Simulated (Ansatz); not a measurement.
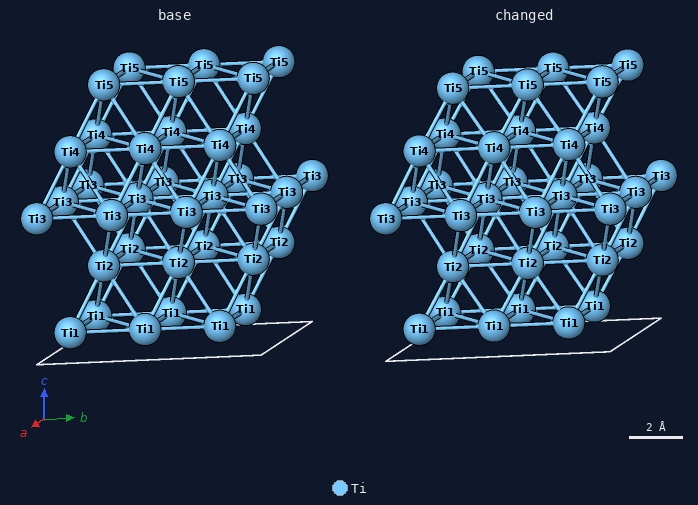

Left: a (1 1 1) slab of Ti as cut from the relaxed bulk. Right: the same structure after one change, at the same scale. Style: ball-and-stick. Shown: the 2 × 3 repeat of the cell, outlined in the plane, without the vacuum, slightly off an axis.

All numbers below come from DFT PBE, scalar-relativistic, plane waves, PAW (Ansatz 0.2.0). (plane-wave cutoff 420 eV; occupations gaussian; smearing width 0.1 eV; no spin polarisation) The k-mesh is chosen for each cell (12×12×14, 12×12×1).

The atoms of the slab are relaxed at the bulk's in-plane cell.

Q: What does the change do?

A: The surface energy (mean of the two faces) falls from 1.92 to 1.83 J/m². The top spacing, between the Ti and Ti planes, goes from 2.37 to 2.21 Å (−7.0 %), the bottom one (Ti to Ti) from 2.37 to 2.21 Å (−7.0 %). The cell stays as it was. The largest moves relative to the layer's centre, 0.13 Å, are those of Ti1 and Ti5. Ti5 goes along the normal (−c). Near-neighbour distances before and after: Ti–Ti 2.908 → 2.774 to 2.933 Å.
